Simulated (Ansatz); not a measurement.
# Bi2Se3: what the fields show

```
Bi Se
1.0
     0.00000    7.17588    0.00000
    -4.14300    0.00000    0.00000
     0.00000   -2.39196    9.54533
Bi Se
4 6
Cartesian
  -2.0715 5.9799 1.9320
  0.0000 2.3920 1.9320
  -2.0715 -1.1960 7.6134
  0.0000 2.3920 7.6134
  -2.0715 3.5879 0.0000
  0.0000 0.0000 0.0000
  -2.0715 3.2879 6.0622
  0.0000 -0.3000 6.0622
  -2.0715 1.1960 3.4831
  0.0000 4.7839 3.4831
```

Space group Cm; changed on purpose from its base cell (atom 4 (Se) moved by (-0.300, +0.000) A along y and z); not relaxed (largest force 1.1 eV/Å); computed pressure about 3 GPa in this cell.

Theory: DFT PBE, scalar-relativistic, plane waves, PAW in Ansatz 0.2.0.

The density is the valence pseudo-density of a PAW calculation; it isn't the true density close to the nuclei.

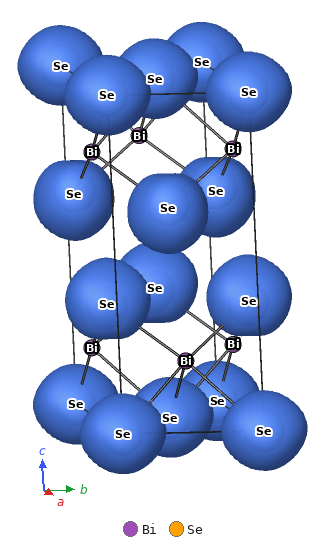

Figure 1. Isosurface of the ELF at 0.7 (blue), seen slightly off an axis. Only the valence region is drawn (cores and ρ < 0.01 e/Å³ removed). Sticks mark near contacts.

Question: Identify the bonds, lone pairs and shells in this picture.

Answer: The surface consists of six regions wrapped around Se (the valence shell of each), counted in one cell of 10 atoms. Regions shared between cells count once.


Bi–Se (2.74 Å): the ELF is about 0.45 at the midpoint and 0.35 at its lowest between the atoms. Bi–Se (2.85 Å): the ELF is about 0.45 at the midpoint and 0.35 at its lowest between the atoms.

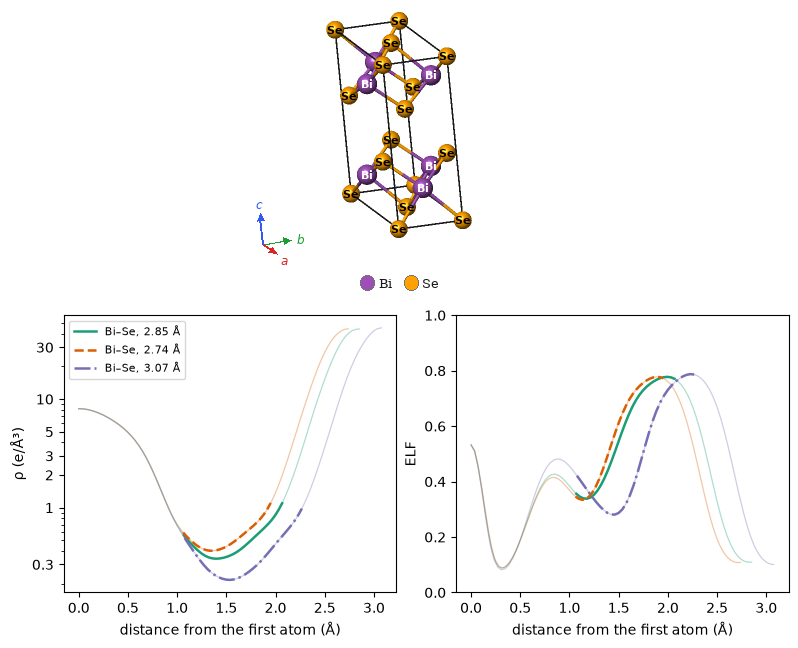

Figure 2. Valence charge density (pseudo) and ELF along straight lines between neighbouring atoms. Thin, pale parts lie inside the atomic spheres. The structure is drawn too.

Question: What can be read from the curves?

Answer: Bi–Se (2.85 Å): ρ is about 0.34 e/Å³ halfway; the ELF is about 0.45 at the midpoint and 0.35 at its lowest between the atoms.
Bi–Se (2.74 Å): ρ is about 0.4 e/Å³ halfway; the ELF is about 0.45 at the midpoint and 0.35 at its lowest between the atoms.
Bi–Se (3.07 Å): ρ is about 0.22 e/Å³ halfway; the ELF is about 0.30 at the midpoint.
